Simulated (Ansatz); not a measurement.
**Energy of GaSb$_{3}$ along a strain of the cell**

System: GaSb$_{3}$ (4 atoms in the cell).
Method: DFT PBEsol+D3(BJ), scalar-relativistic, plane waves, PAW, PAW set soft_1, no spin polarisation (Ansatz 0.2.0).

The 6 runs differ only in the geometry, by a strain of the cell at fixed fractional positions. Against run 4, the strain is εxx = η and εyy = η. The structure derives from a Materials Project entry.

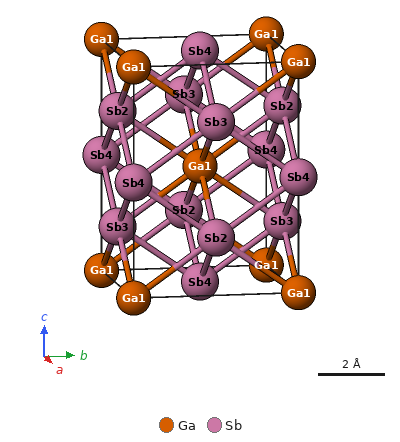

Figure 1. The structure of run 4 (ball-and-stick view of the cell 2 times as large as that of the calculation, set on its symmetry axes, seen slightly off an axis; atoms are numbered from 1 in the order of the input).

## Input of run 4
```yaml
crystal:
  lattice:
    - [0.0, 3.6334637421, 3.5857729617]
    - [3.6334637421, 0.0, 3.5857729617]
    - [3.6334637421, 3.6334637421, 0.0]
  atoms:
    - { symbol: Ga, position: [0.0, 0.0, 0.0] }
    - { symbol: Sb, position: [0.25, 0.25, 0.25] }
    - { symbol: Sb, position: [0.75, 0.75, 0.75] }
    - { symbol: Sb, position: [0.5, 0.5, 0.5] }
basis:
  ecutwfc: 420
kpoints:
  mp_grid: { grid: [10, 10, 10] }
hamiltonian:
  xc: pbesol
  pseudopotentials: { kind: paw, azcp: { folder: soft_1 } }
  dispersion: d3bj
scf:
  occupations: { method: gaussian, width: 0.15 }
output:
  forces: true
  stress: true
  eigenvalues: true
```

Command:
```bash
ansatz run input.yaml --threads 2 --pin off --max-ram 4096MiB --backend cpu --events-out ev --progress --plain --runs-dir out
```

Run 2 differs from it as follows:
```diff
-    - [0.0, 3.6334637421, 3.5857729617]
-    - [3.6334637421, 0.0, 3.5857729617]
-    - [3.6334637421, 3.6334637421, 0.0]
+    - [0.0, 3.4900328236, 3.5857729617]
+    - [3.4900328236, 0.0, 3.5857729617]
+    - [3.4900328236, 3.4900328236, 0.0]
```

## Results, with one run withheld

| run | strain parameter η (%) | free energy per atom, from the lowest run given (meV) | pressure (GPa) |
| --- | --- | --- | --- |
| 1 | −5.2600 | 40.77 | 7.47 |
| 2 | −3.9475 | ? | ? |
| 3 | −2.6251 | 0.84 | 2.17 |
| 4 | 0.0000 | 0.00 | −1.76 |
| 5 | 1.3224 | 11.09 | −3.31 |
| 6 | 2.6350 | 27.99 | −4.63 |

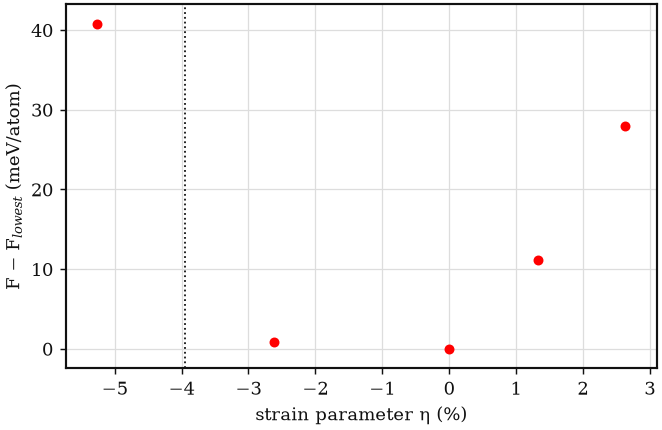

Figure 2. Free energy per atom of the runs given; the dotted line marks run 2.

What should run 2 give?

A cubic polynomial in the coordinate, fitted to the 5 runs given, misses them by at most 0.01 meV per atom. With x = η + 0.7855, it reads F = −3.2145 + 2.3489 x + 2.3017 x² − 0.093903 x³ (meV per atom). At run 2 it gives 15.34 meV per atom, and the run itself gives 15.44. The fit has its minimum at η = −1.2807 %.

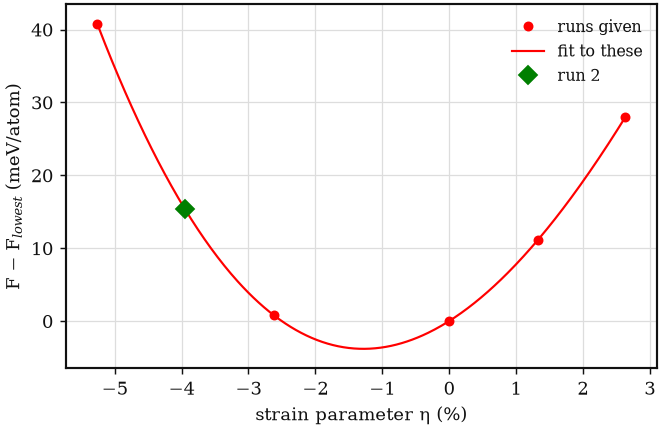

Figure 3. The fit and the withheld run.

## Output, shortened to warnings, some set-up lines, iterations and results (run 2)
```
Warning: [file] the record states the generating functional pbe (its physics header spells it `PBE`), which answers neither for hamiltonian.xc's functional nor for the pbesol family's — results may be inconsistent (PPs are generated against a specific XC)
Warning: [file] the record states the generating functional pbe (its physics header spells it `PBE`), which answers neither for hamiltonian.xc's functional nor for the pbesol family's — results may be inconsistent (PPs are generated against a specific XC)
Basis set: ecut = 420 eV, 1727 PW (Γ), exchange–correlation on 72×72×72 points (8 copies of the dense FFT grid, shifted against one another)
Symmetry: 16 space group operations
k-points: 102 of 1000
Initial density: superposition of atomic densities (chi_scale 0.1, normalization cell, long waves kept (reshape's long-wave potential 0.00 eV rms))
[...]
SCF iter   1: F=—  HF=-22969.110082 eV  |F-HF|=—  |Δ(HF+E_count)|=         —  Δρ=2.05e-2  dr2=5.81e-1  ethr=3.10e-3  ⟨swp⟩=8.2  Hψ=15692  notcnv=0
SCF iter   2: F=—  HF=-22968.986187 eV  |F-HF|=—  |Δ(HF+E_count)|=   1.24e-1  Δρ=1.16e-2  dr2=2.22e-1  ethr=1.00e-3  ⟨swp⟩=2.0  Hψ=4759  notcnv=0  defer=88
SCF iter   3: F=—  HF=-22968.918861 eV  |F-HF|=—  |Δ(HF+E_count)|=   6.73e-2  Δρ=4.71e-3  dr2=2.14e-2  ethr=3.82e-4  ⟨swp⟩=2.0  Hψ=5367  notcnv=0  defer=88
SCF iter   4: F=—  HF=-22968.901749 eV  |F-HF|=—  |Δ(HF+E_count)|=   1.71e-2  Δρ=9.48e-4  dr2=7.83e-4  ethr=3.68e-5  ⟨swp⟩=2.0  Hψ=4940  notcnv=0  defer=88
SCF iter   5: F=—  HF=-22968.902019 eV  |F-HF|=—  |Δ(HF+E_count)|=   2.70e-4  Δρ=4.27e-4  dr2=6.52e-5  ethr=1.35e-6  ⟨swp⟩=3.0  Hψ=6725  notcnv=0  defer=92
SCF iter   6: F=—  HF=-22968.902010 eV  |F-HF|=—  |Δ(HF+E_count)|=   9.67e-6  Δρ=1.46e-4  dr2=4.93e-6  ethr=1.12e-7  ⟨swp⟩=2.0  Hψ=5064  notcnv=0  defer=121
SCF iter   7: F=—  HF=-22968.902014 eV  |F-HF|=—  |Δ(HF+E_count)|=   4.31e-6  Δρ=2.87e-5  dr2=2.49e-7  ethr=8.50e-9  ⟨swp⟩=2.0  Hψ=6366  notcnv=0  defer=121
SCF iter   8: F=-22968.902014 eV  HF=-22968.902014 eV  |F-HF|=2.43e-9  |Δ(HF+E_count)|=   4.06e-7  Δρ=4.67e-6  dr2=1.17e-8  ethr=1.72e-10  ⟨swp⟩=9.9  Hψ=16387  notcnv=0
SCF 1 converged in 8 iterations: F = -22968.902014 eV  dr2 = 1.17e-8
SCF converged after 8 iterations
Free energy (F): -22968.902014 eV
Harris-Foulkes:  -22968.902014 eV  (|F-HF|=2.43e-9)
Internal energy: -22968.884316 eV  (E = F + TS)
E sigma→0 (E₀):  -22968.893165 eV
Entropy (-TS):   -0.017698 eV (-4.425 meV/atom)
Fermi energy:    13.479755 eV
--- Per-component energies (eV) ---
  E_band       = -339.143758
  E_kinetic    = 607.718570
  E_local      = -5124.451522  (includes V_loc(G=0)·N_el)
  E_nonlocal   = 1076.583402
  E_hartree    = 2448.920930
  E_xc         = -363.652972
  E_vxc        = -336.154791  (∫ρ·V_xc dr)
  E_paw        = -15345.332618  (= ΣΔE_a)
  E_vpaw       = -1460.682545  (= ΣTr[D̂ρ^β])
  E_aug_tail   = 0.000200  (compensation charges beyond the density's cutoff)
  E_ewald      = -6268.440522
  E_disp       = -2.088329  (pairwise vdW)
  E_core_change = 1.858544  (= ΣΔE_core)
  E_smearing   = -0.017698  (= −TS)
  E_closure    = -0.000000  (closes the sum)
  Σ components = -22968.902014   (vs F -22968.902014, Δ=0.00e0)
--- Forces (eV/Å), atoms counted from 1 ---
  atom   1  Ga    -0.00000000     0.00000000     0.00000000
  atom   2  Sb     0.00000000     0.00000000    -0.00000000
  atom   3  Sb    -0.00000000     0.00000000     0.00000000
  atom   4  Sb     0.00000000    -0.00000000    -0.00000000
  max |Σ_I F_I| component: 8.52e-29 eV/Å
--- Stress (GPa, compression-positive) ---
        5.296893       0.000000      -0.000000
        0.000000       5.296893      -0.000000
       -0.000000      -0.000000       3.320656
  P = ⅓ Tr σ = 4.6381 GPa (46.381 kbar)
```

The program warns: the PAW datasets were made with another functional.
